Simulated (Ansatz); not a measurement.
# Zr3SiO8: what the fields show

```xyz
12
Lattice="5.0589 0.0000 0.0000 0.0000 5.0589 0.0000 0.0000 0.0000 5.0589" Properties=species:S:1:pos:R:3 pbc="T T T"
Zr    2.5295    0.0000    0.0000
Zr    0.0000    2.5295    0.0000
Zr    0.0000    0.0000    2.5295
Si    2.5295    2.5295    2.5295
O     4.0718    0.9871    0.9871
O     0.9871    4.0718    0.9871
O     3.5032    1.5558    3.5032
O     1.5558    3.5032    3.5032
O     3.5032    3.5032    1.5558
O     1.5558    1.5558    1.5558
O     4.0718    4.0718    4.0718
O     0.9871    0.9871    4.0718
```

Space group P-43m; a structure generated by program, which may or may not match a known phase; not relaxed (largest force 0.3 eV/Å); computed pressure about −5 GPa in this cell.

Level of theory: Ansatz 0.2.0, DFT r2SCAN, scalar-relativistic, plane waves, PAW.

Core electrons are frozen (PAW), and the valence fields are smoothed inside the atomic spheres.

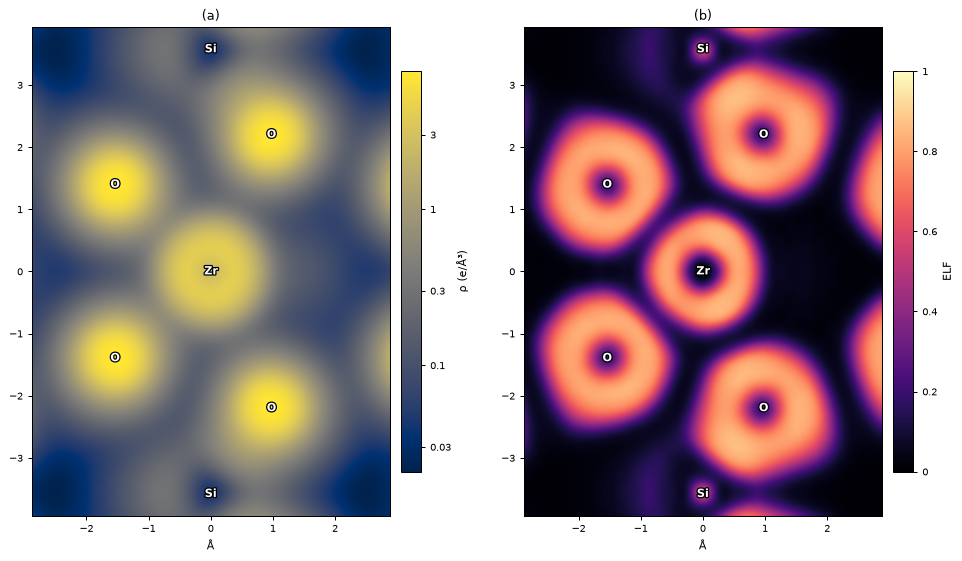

Figure 1. (a) valence electron density; (b) electron localisation function on the (011) plane of the conventional cell.

Interpret the plot.

The section cuts through Zr, Si and O sites.
Si–O (1.69 Å): ρ at the midpoint is about 1.1 e/Å³; the ELF peaks at about 0.85 between the atoms: a shared but strongly polarised pair.
Zr–O (2.08 Å): the density is about 0.71 e/Å³ at the midpoint; the ELF peaks at about 0.80 in the valence shell of O, 0.6 Å from its nucleus, and drops to about 0.25 between the two atoms: no localised pair shows between them.
Zr–O (2.41 Å): ρ at the midpoint is about 0.31 e/Å³; the ELF is about 0.10 at the midpoint (no shared electron pair shows on this line).
Between the atoms the lowest density in this plane is 0.02 e/Å³.
The features right at Zr lie inside the PAW spheres, where the map follows smoothed inner orbitals and isn't to be read closely.

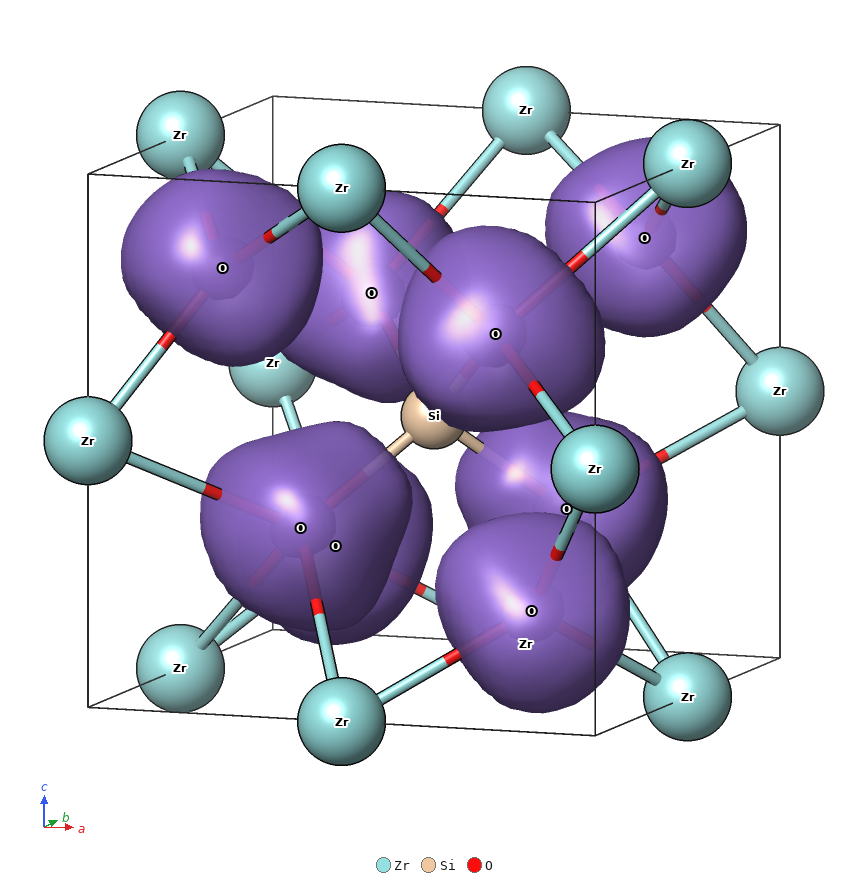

Figure 2. Isosurface of the electron localisation function at 0.6 (purple), seen slightly off an axis. Core shells and regions of very low density are left out. Sticks mark near contacts.

Where are the electrons localised?

The surface consists of four regions on O in which the atom's valence shell and bonds are merged and four regions wrapped around O (the valence shell of each), counted in one cell of 12 atoms. Any copies at cell faces, edges or corners count once.

Does the calculation make it a metal, or give it a gap?

It is gapped, with a Kohn–Sham gap of 4.3 eV on the k-point mesh (the band edges may lie off the mesh, which would make the gap smaller).
